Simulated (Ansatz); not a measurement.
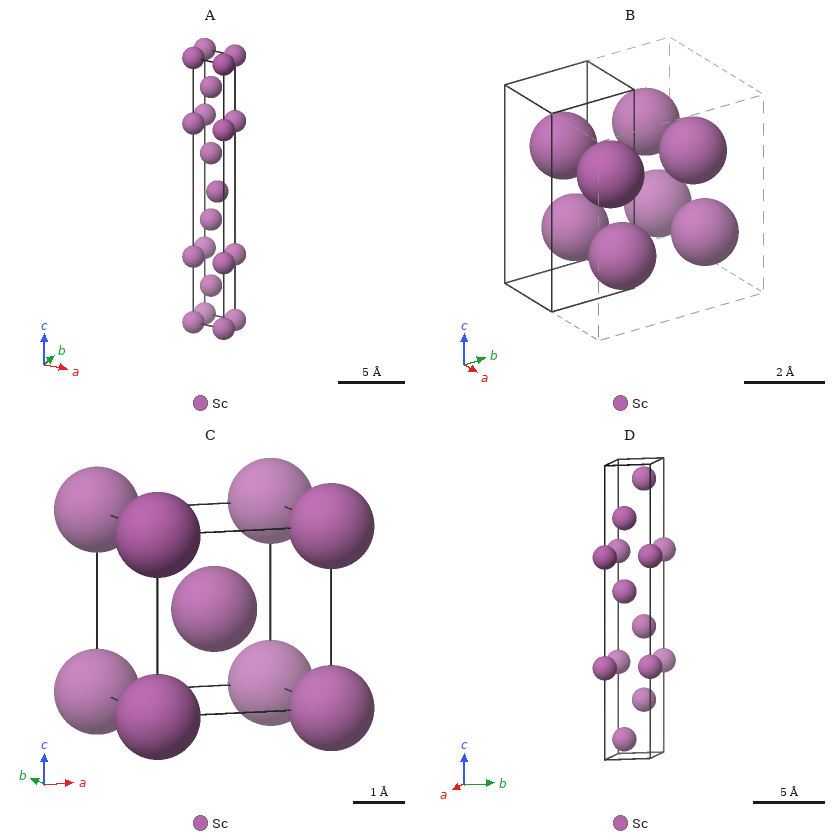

Four structures of Sc, each relaxed to rest (conventional cells in solid outline, small ones repeated, each panel with its own scale). Method: Ansatz 0.2.0, DFT PBE, scalar-relativistic, plane waves, PAW, without spin polarisation.

**Give the type and space group of each panel.**

A: 8 atoms a cell on a primitive hexagonal lattice, P-6m2; B: hexagonal close-packed (Mg type), P6_3/mmc; C: body-centred cubic (W type), Im-3m; D: 8 atoms a cell on a primitive hexagonal lattice, P-3m1.

**Rank them by energy, lowest first.**

B, then A (+12 meV/atom), D (+23 meV/atom) and C (+105 meV/atom), energies at zero smearing.

**Collect the results in a table.**

| panel | structure | E − E(lowest) (meV/atom) | volume (Å³/atom) | gap (eV) |
| --- | --- | --- | --- | --- |
| B | P6_3/mmc | 0 | 24.6 | metal |
| A | P-6m2 | 12 | 24.6 | metal |
| D | P-3m1 | 23 | 24.6 | metal |
| C | Im-3m | 105 | 24.9 | metal |

Some of these may be structure types tried for this composition rather than known phases, and the most stable form need not be among them. Gaps are taken on the k-mesh or band path of each run.
